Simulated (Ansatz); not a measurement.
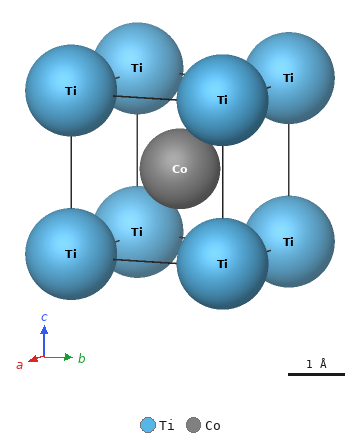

Fig. 1: The structure (spheres-only view of the cell of the calculation, seen slightly off an axis). An atom can appear more than once, as a periodic image.

## Single-point calculation of TiCo

System: TiCo (2 atoms in the cell).
Method: DFT PBE, spin-orbit coupling, plane waves, PAW (Ansatz 0.2.0).

The structure derives from a Materials Project entry. It belongs to a series of runs on one base structure; here: atom 1 (Ti) moved 0.05 A along z. Figures and captions count atoms from 1; the log counts them from 0 in places.

## Input
```yaml
crystal:
  lattice:
    - [2.9850037129, 0.0, 0.0]
    - [0.0, 2.9850037129, 0.0]
    - [0.0, 0.0, 2.9850037129]
  atoms:
    - { symbol: Ti, position: [0.0, 0.0, 0.0167503979], spin: 0.05, spin_axis: [0.0, 0.0, 1.0] }
    - { symbol: Co, position: [0.5, 0.5, 0.5], spin: 1.01, spin_axis: [0.0, 0.0, 1.0] }
basis:
  ecutwfc: 420
  ecutrho_ratio: 4
kpoints:
  mp_grid: { grid: [12, 12, 12] }
hamiltonian:
  xc: pbe
scf:
  occupations: { method: gaussian, width: 0.05 }
  lower_state_search: "off"
output:
  forces: true
  stress: true
  eigenvalues: true
  populations: true
  write_density: true
  write_potential: true
  elf: true
  volumetric_format: npy
magnetization:
  noncollinear: true
  spin_orbit: true
checkpoint:
  read: start.run
  write: ck
  compress: false
  write_wavefunctions: false
  write_every: 100000
```

Launch command:
```bash
ansatz run input.yaml --threads 4 --pin off --max-ram 7168MiB --backend cpu --events-out ev --progress --plain --runs-dir out
```

## Output
```
Warning: output.stress: scf.convergence.dr2_threshold = 1e-7 eV (the SCF's general default) is looser than the 2e-10 eV advised for a printed stress (1e-10 eV for each atom of the cell: 2). What an SCF threshold leaves in a stress goes as its square root, and in the free energy as the threshold itself, and one threshold admits the most on a small cell: of the crystals measured, under no hybrid functional and no lock of the moments, on runs that ended without the residual-converged pass, on stresses that held no estimate of that error, the worst erred by over 100 MPa in a component at 1e-7 eV an atom and by under 5 at 1e-10. Set scf.convergence.dr2_threshold to 2e-10 eV or tighter. The threshold is an SCF's pass mark: one that does not reach it within its budget of iterations ends unconverged, or closes short of it on a stop that the run arms, and scf.convergence.dr2_threshold's page says what that costs each kind of run
Warning: checkpoint.read: the run can stay near the saved state's solution: 1 site(s) moved relative to the saved geometry (max |Δs| = 1.675e-2 fractional); the SCF starts from the saved state under `checkpoint.density_extrapolation: transplant`, in force with no word given. A run without `checkpoint.read` takes nothing of the state. A lower free energy from it at the same positions (and U, V and field ramp, if any), with starting moments typed, shows a solution that this start missed, and an equal or higher one rules none out (checkpoint.read, Limitations, in the input reference)
Engine: ansatz 0.2.0, aarch64-unknown-linux-gnu
Pseudopotentials: kind: paw_fr
Pseudopotential: Ti, paw_fr, valence charge 12, recommended cutoff 420 eV (normal), Ti.paw.azcp#standard-fr
Pseudopotential: Co, paw_fr, valence charge 17, recommended cutoff 420 eV (normal), Co.paw.azcp#standard-fr
Functional definition: PBE
  parameter kappa = 0.804
  parameter beta = 0.06672455060314922
  exchange = pbe_x(kappa = kappa, mu = beta*pi^2/3)
  correlation = pbe_c(beta = beta)
Crystal: 2 atoms, lattice volume = 26.597 Å³
Basis set: ecut = 420 eV, 485 PW (Γ), exchange–correlation on 40×40×40 points (8 copies of the dense FFT grid, shifted against one another)
Bands: 38, of which v1, the nominal top of the filled ones, is band 29 counted from 1 (28 counted from 0)
Symmetry: 4 space group operations + 4 with time reversal
Magnetic group: BNS 99.167 (UNI 827), of the structure as read, at distance tolerance 3.0e-5 Å
k-points: 246 of 1728 (time reversal used)
Projection manifold: j_resolved (fully-relativistic pseudo-atomic orbitals)
Non-local potential: Ti, projectors of the file, l = 0: 3, l = 1: 4, l = 2: 6, l = 3: 2
Non-local potential: Co, projectors of the file, l = 0: 3, l = 1: 4, l = 2: 6, l = 3: 2
PAW form: soft (Blöchl's): semilocal exchange-correlation on the pseudo side does not see the compensation charge
PAW one-centre angular grid: Ti, 590 points (default); XC on 96 Gauss nodes
PAW one-centre angular grid: Co, 590 points (default); XC on 64 Gauss nodes
Initial density: read from a saved state, or passed on in memory by an earlier SCF of this step, an earlier step, the calling program or the single point that the run made first, carried with its atoms to this geometry
Starting moments: Σ|m| = 1.06 μB on 2 of 2 sites; this step starts from the density that it was given
Initial wavefunctions: pseudopotential atomic-orbital guess
Functional: x = pbe(κ = 0.804, μ = 0.2195149727645171), c = pbe(β = 0.06672455060314922)
iter 1 solved again at ethr=1.56e-5 eV; its pass at ethr=3.10e-3 eV (dr2=4.52e-3 eV) is discarded
SCF iter   1: F=—  HF=-7626.937809 eV  |F-HF|=—  |Δ(HF+E_count)|=         —  Δρ=4.39e-3  dr2=4.09e-3  dr2_m=3.95e-5  ethr=1.56e-5  |M|=8.87e-1 ∫|m|=1.08e0 μB  |m|>n=0.0e0 m-floor=0.0e0 τ_xc=8.9e-4 mc-row=0.0e0  β_m=0.30  ⟨swp⟩=1.9  Hψ=58155  notcnv=0
preconditioner: auto → none  [metal: Δε(μ)=0.007 eV  Ē_g=4.077 eV  σ=0.050 eV  W_gap=0.08  n_scr=6 (ndim 8)  ℏωp=26.0 eV  f_vac=0.000  D(μ)=2.41/eV (n_scr^D=26)]
SCF iter   2: F=—  HF=-7626.936899 eV  |F-HF|=—  |Δ(HF+E_count)|=   9.10e-4  Δρ=3.71e-3  dr2=2.88e-3  dr2_m=4.45e-5  ethr=1.41e-5  |M|=8.91e-1 ∫|m|=1.08e0 μB  |m|>n=0.0e0 m-floor=0.0e0 τ_xc=8.9e-4 mc-row=0.0e0  β_m=0.40  ⟨swp⟩=1.1  Hψ=9761  notcnv=0
SCF iter   3: F=—  HF=-7626.939690 eV  |F-HF|=—  |Δ(HF+E_count)|=   2.79e-3  Δρ=1.60e-2  dr2=6.00e-2  dr2_m=1.78e-3  ethr=9.92e-6  |M|=8.67e-1 ∫|m|=1.05e0 μB  |m|>n=0.0e0 m-floor=0.0e0 τ_xc=8.9e-4 mc-row=0.0e0  β_m=0.14  ⟨swp⟩=2.0  Hψ=14726  notcnv=0  recentre
SCF iter   4: F=—  HF=-7626.936571 eV  |F-HF|=—  |Δ(HF+E_count)|=   3.12e-3  Δρ=1.32e-3  dr2=2.28e-4  dr2_m=8.10e-6  ethr=9.92e-6  |M|=8.88e-1 ∫|m|=1.08e0 μB  |m|>n=0.0e0 m-floor=0.0e0 τ_xc=8.9e-4 mc-row=0.0e0  β_m=0.43  ⟨swp⟩=2.0  Hψ=14664  notcnv=0  defer=2
SCF iter   5: F=—  HF=-7626.936573 eV  |F-HF|=—  |Δ(HF+E_count)|=   1.94e-6  Δρ=3.36e-4  dr2=2.12e-5  dr2_m=4.42e-7  ethr=7.87e-7  |M|=8.89e-1 ∫|m|=1.08e0 μB  |m|>n=0.0e0 m-floor=0.0e0 τ_xc=8.9e-4 mc-row=0.0e0  β_m=0.41  ⟨swp⟩=2.3  Hψ=14803  notcnv=0  defer=2
SCF iter   6: F=—  HF=-7626.936562 eV  |F-HF|=—  |Δ(HF+E_count)|=   1.08e-5  Δρ=1.44e-4  dr2=1.92e-6  dr2_m=1.27e-6  ethr=7.31e-8  |M|=8.88e-1 ∫|m|=1.08e0 μB  |m|>n=0.0e0 m-floor=0.0e0 τ_xc=8.9e-4 mc-row=0.0e0  β_m=0.70  ⟨swp⟩=1.1  Hψ=9438  notcnv=0  defer=2
SCF iter   7: F=—  HF=-7626.936562 eV  |F-HF|=—  |Δ(HF+E_count)|=   4.68e-7  Δρ=1.21e-4  dr2=3.24e-6  dr2_m=8.27e-7  ethr=6.61e-9  |M|=8.88e-1 ∫|m|=1.08e0 μB  |m|>n=0.0e0 m-floor=0.0e0 τ_xc=8.9e-4 mc-row=0.0e0  β_m=0.70  ⟨swp⟩=1.4  Hψ=9796  notcnv=0  defer=2
SCF iter   8: F=—  HF=-7626.936562 eV  |F-HF|=—  |Δ(HF+E_count)|=   1.23e-7  Δρ=8.17e-5  dr2=2.15e-6  dr2_m=2.92e-7  ethr=6.61e-9  |M|=8.88e-1 ∫|m|=1.08e0 μB  |m|>n=0.0e0 m-floor=0.0e0 τ_xc=8.9e-4 mc-row=0.0e0  β_m=0.61  ⟨swp⟩=2.1  Hψ=12432  notcnv=0  defer=2
SCF iter   9: F=—  HF=-7626.936562 eV  |F-HF|=—  |Δ(HF+E_count)|=   1.47e-7  Δρ=2.96e-5  dr2=1.28e-7  dr2_m=2.73e-8  ethr=6.61e-9  |M|=8.88e-1 ∫|m|=1.08e0 μB  |m|>n=0.0e0 m-floor=0.0e0 τ_xc=8.9e-4 mc-row=0.0e0  β_m=0.59  ⟨swp⟩=2.0  Hψ=11679  notcnv=0  defer=2
SCF iter  10: F=-7626.936562 eV  HF=-7626.936562 eV  |F-HF|=1.93e-9  |Δ(HF+E_count)|=  5.36e-10  Δρ=5.91e-6  dr2=2.23e-9  dr2_m=2.13e-9  ethr=3.45e-10  |M|=8.88e-1 ∫|m|=1.08e0 μB  |m|>n=0.0e0 m-floor=0.0e0 τ_xc=8.9e-4 mc-row=0.0e0  ⟨swp⟩=7.1  Hψ=49398  notcnv=0
SCF 1 converged in 10 iterations: F = -7626.936562 eV  dr2 = 2.23e-9
  greatest PAW one-centre occupation: 1.000 electrons in one spin orbital (limit 2), on the Co atom at site 1 (counted from 0), in its partial waves of l = 0
```

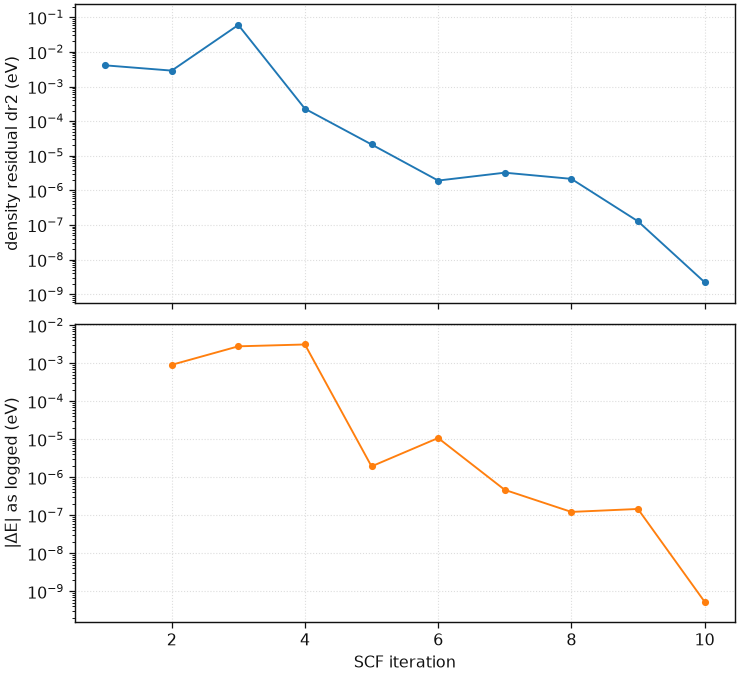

Fig. 2: Convergence of the self-consistent field: density residual dr2 and size of the energy change against the SCF iteration. The residual comes down, with one marked jump up, by a factor of about 20, at step 3.

```
SCF converged after 10 iterations
Magnetization: |M| = 0.8880 μB,  M = (-0.0000, +0.0000, +0.8880) μB
Absolute magnetization: 1.0838 μB (∫|m|, with the PAW one-centre terms)
  site 0: m = (-0.0000, -0.0000, -0.0166) μB, |m| = 0.0166 μB  (R = 1.05 Å)
  site 1: m = (-0.0000, -0.0000, +0.9690) μB, |m| = 0.9690 μB  (R = 1.05 Å)
Free energy (F): -7626.936562 eV
Harris-Foulkes:  -7626.936562 eV  (|F-HF|=1.93e-9)
Internal energy: -7626.933555 eV  (E = F + TS)
E sigma→0 (E₀):  -7626.935058 eV
Entropy (-TS):   -0.003008 eV (-1.504 meV/atom)
Fermi energy:    16.708073 eV
--- Per-component energies (eV) ---
  E_band       = -404.581100
  E_kinetic    = 729.252211
  E_local      = -3882.065225  (includes V_loc(G=0)·N_el)
  E_nonlocal   = 459.714677
  E_hartree    = 1638.699580
  E_xc         = -257.705409
  E_vxc        = -328.764935  (∫ρ·V_xc dr)
  E_paw        = -2562.966499  (= ΣΔE_a)
  E_vpaw       = -660.115352  (= ΣTr[D̂ρ^β])
  E_aug_tail   = 0.000180  (compensation charges beyond the density's cutoff)
  E_ewald      = -3751.863070
  E_smearing   = -0.003008  (= −TS)
  E_closure    = 0.000000  (closes the sum)
  Σ components = -7626.936562   (vs F -7626.936562, Δ=0.00e0)
--- Forces (eV/Å), atoms counted from 1 ---
  atom   1  Ti     0.00000000    -0.00000000    -0.25227604
  atom   2  Co    -0.00000000    -0.00000000     0.25229240
  max |Σ_I F_I| component: 1.64e-5 eV/Å
--- Stress (GPa, compression-positive) ---
        0.159889       0.000000      -0.000000
        0.000000       0.159889       0.000000
       -0.000000       0.000000       0.060014
  P = ⅓ Tr σ = 0.1266 GPa (1.266 kbar)
--- Band table (eV; the first three rows and the last of 246) ---
  k-point 0: bands = ["-79.0814", "-77.9374", "-43.3388", "-43.0150", "-41.7447", "-41.2039", "-40.8805", "-40.6302", "-40.4201", "-40.4156", "-16.9743", "-16.9722", "-16.3142", "-16.3122", "-16.3106", "-16.3085", "8.9421", "8.9482", "12.4526", "12.4615", "13.1402", "13.1526", "14.7502", "14.7727", "14.8156", "15.3181", "15.3474", "15.3891", "17.1436", "17.1633", "17.7216", "17.7397", "19.3407", "19.3588", "19.3676", "19.4457", "19.4778", "19.4847"]
  k-point 1: bands = ["-79.0813", "-77.9373", "-43.3390", "-43.0162", "-41.7446", "-41.2051", "-40.8846", "-40.6300", "-40.4150", "-40.4124", "-16.9800", "-16.9782", "-16.3257", "-16.3241", "-16.3127", "-16.3071", "9.0801", "9.0859", "12.5063", "12.5219", "13.2062", "13.2147", "14.7396", "14.7943", "14.8054", "15.3080", "15.3729", "15.3795", "17.1043", "17.1675", "17.6617", "17.7505", "19.1537", "19.1855", "19.2513", "19.2785", "19.3453", "19.4429"]
  k-point 2: bands = ["-79.0811", "-77.9371", "-43.3394", "-43.0194", "-41.7442", "-41.2083", "-40.8957", "-40.6296", "-40.4037", "-40.4015", "-16.9973", "-16.9961", "-16.3607", "-16.3592", "-16.3087", "-16.3030", "9.4844", "9.4889", "12.6615", "12.6844", "13.3748", "13.4005", "14.7123", "14.7793", "14.8543", "15.2831", "15.3562", "15.4449", "16.9338", "17.2093", "17.4339", "17.8168", "18.7037", "18.7389", "18.7841", "18.8212", "19.2621", "19.3529"]
  k-point 245: bands = ["-79.0772", "-77.9332", "-43.3559", "-43.0323", "-41.7640", "-41.2235", "-40.9000", "-40.6505", "-40.3288", "-40.3247", "-17.1928", "-17.1897", "-16.5478", "-16.5446", "-16.5421", "-16.5391", "13.8285", "13.8476", "13.8712", "14.3144", "14.3451", "14.3575", "14.5345", "14.5373", "14.5816", "14.5819", "14.5819", "14.5880", "15.1766", "15.1767", "16.7346", "16.7391", "19.8350", "19.8361", "19.8913", "19.8933", "23.4872", "23.7883"]
--- Löwdin populations: 2 sites ---
  site symbol       q [e]
     0     Ti     11.8323
     1     Co     16.8065
  spilling = 0.012454 (of n_electrons = 29.000000)
```

## File populations.tsv
```
# site	symbol	l	j	q
# orbitals = lowdin
# n_electrons = 29.000000
# spilling = 0.012454
0	Ti	0_3S	0.5	1.930124
0	Ti	0_4S	0.5	0.942974
0	Ti	1_3P	0.5	1.997745
0	Ti	1_3P	1.5	3.995100
0	Ti	2_3D	1.5	1.206781
0	Ti	2_3D	2.5	1.759600
1	Co	0_3S	0.5	1.980213
1	Co	0_4S	0.5	0.918943
1	Co	1_3P	0.5	1.997993
1	Co	1_3P	1.5	3.995718
1	Co	2_3D	1.5	3.222177
1	Co	2_3D	2.5	4.691459
```

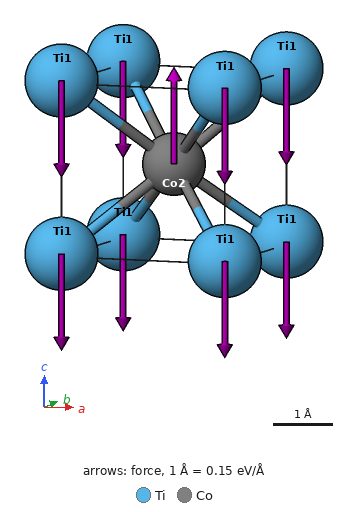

Fig. 3: Forces on the atoms as pink arrows (ball-and-stick view of the cell of the calculation, seen slightly off an axis; atoms are numbered from 1 in the order of the input). The largest act on Co2 (0.25 eV/Å); Ti1 (0.25 eV/Å). The geometry is not a stationary point of this energy.

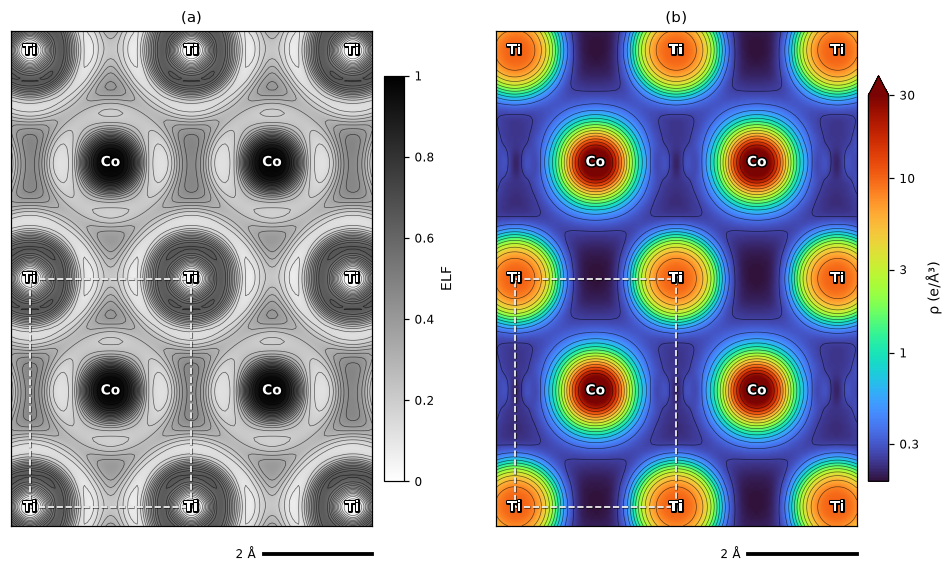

Fig. 4: (a) ELF; (b) valence charge density (pseudo) on the (101) plane of the calculation cell. Ti–Co (2.56 Å): ρ is about 0.3 e/Å³ halfway; the ELF is about 0.25 at the midpoint; no shared electron pair. Ti–Co (2.61 Å): ρ is about 0.28 e/Å³ halfway; the ELF is about 0.25 at the midpoint; no shared electron pair. Away from the nuclei the density in this plane falls to 0.18 e/Å³ at its lowest. The strong features right at Ti and Co lie inside the PAW spheres (semicore, d or f shells) and say nothing about bonding. Core electrons are frozen (PAW), so the fields are smoothed inside the atomic spheres.

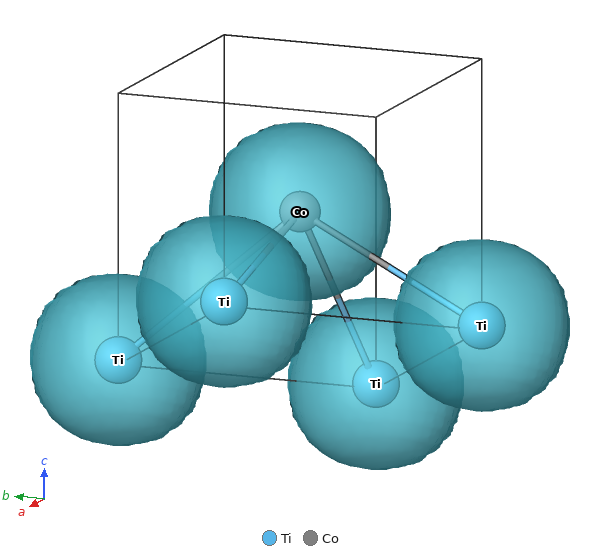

Fig. 5: Isosurface of the valence charge density (pseudo) at 0.5 e/Å³ (cyan), seen at an oblique angle. Sticks mark near contacts. The outline is the calculation cell. At this value the density breaks into separate islands; it holds about 80 % of the electrons treated as valence (semicore included). It is pinched off along the Ti–Co (2.56 Å) and Ti–Co (2.61 Å) contacts. On the grid the lowest density along these lines, outside the cores, is 0.3 e/Å³ (Ti–Co, 2.56 Å) and 0.27 e/Å³ (Ti–Co, 2.61 Å).

## Results in brief

| quantity | value |
| --- | --- |
| outcome | converged |
| space group (tolerance 0.01 Å) | P4mm (99) |
| electrons treated | 29 |
| free energy | −7626.9366 eV |
| Fermi energy | 16.708 eV |
| gap on the k-point mesh | none (metallic) |
| net moment of the cell | 0.89 μB |
| integrated absolute moment | 1.08 μB |
| pressure | 0.13 GPa |
| largest force (length of the vector) | 0.252 eV/Å |
| hardware | 4 threads of Arm Neoverse V2, 24 GiB of memory available, shared host |
| wall time | 23 s (CPU time 91 s) |
| peak memory | 0.82 GiB |

Warnings of the run: the SCF threshold is looser than advised for the printed stress.
